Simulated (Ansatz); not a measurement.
System: Si₆Ge.

The calculation's input:

```
crystal:
  lattice:
    - [2.6263337613, -2.561491424, 0.0343654071]
    - [2.6263337613, 2.561491424, 0.0343654071]
    - [-0.1232159678, 0.0, 9.4106527723]
  atoms:
    - { symbol: Si, position: [0.7492736397, 0.2507263603, 0.0] }
    - { symbol: Si, position: [0.2507263603, 0.7492736397, 0.0] }
    - { symbol: Si, position: [0.5000184742, 1.0000141663, 0.7420556083] }
    - { symbol: Si, position: [-1.41663e-05, 0.4999815258, 0.2579443917] }
    - { symbol: Si, position: [0.4999815258, -1.41663e-05, 0.2579443917] }
    - { symbol: Si, position: [1.0000141663, 0.5000184742, 0.7420556083] }
    - { symbol: Ge, position: [0.5, 0.5, 0.5] }
basis:
  ecutwfc: 420
kpoints:
  mp_grid: { grid: [10, 10, 4] }
hamiltonian:
  xc: pbe
scf:
  occupations: { method: gaussian, width: 0.1 }
output:
  forces: true
  stress: true
  eigenvalues: true
  write_density: true
  write_potential: true
  elf: true
  volumetric_format: npy
relax:
  adjacent_minimum: "off"
  f_tol: 0.01
  max_steps: 30
  cell: { stress_tol: 0.1, fix: [volume] }
```

Launched as:

```sh
ansatz run input.yaml --threads 1 --pin off --max-ram 2560MiB --backend cpu --events-out ev --progress --plain --runs-dir out
```

Below, planes, directions and counts refer to the conventional cell (a = 5.11 Å, b = 5.25 Å, c = 9.44 Å, α = 90.00°, β = 90.00°, γ = 90.00°).

The fields are those of the run's last geometry, not of the input's.

Space group Cmmm; a generated structure, not necessarily the stable one; changed on purpose from its base cell (volume × 1.10, shape and atoms relaxed); computed pressure about −7 GPa in this cell.

Theory: DFT PBE, scalar-relativistic, plane waves, PAW in Ansatz 0.2.0.

Q: What will maps of the valence pseudo-density and electron localisation function show?

A: Si–Si (2.55 Å): ρ is about 0.41 e/Å³ halfway; the ELF peaks at about 0.90 between the atoms.
Si–Ge (2.94 Å): ρ at the midpoint is about 0.21 e/Å³; the ELF peaks at about 0.75 in the valence shell of Si, 0.9 Å from its nucleus, and drops to about 0.40 between the two atoms.

Q: Does the calculation give a band gap?

A: It is metallic or semimetallic at this level of theory: no gap opens.

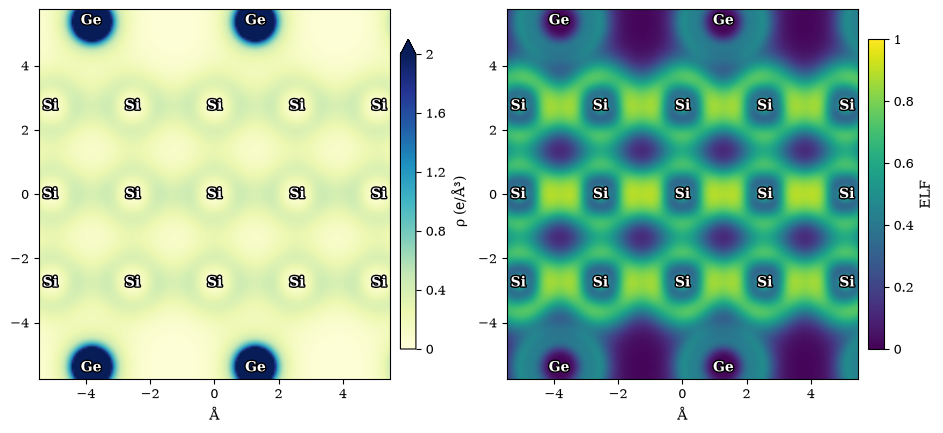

Computed valence pseudo-density and electron localisation function on the (011̄) plane of the conventional cell, in this order. 

In a PAW calculation such maps are meaningful between the atoms, not at the nuclei.
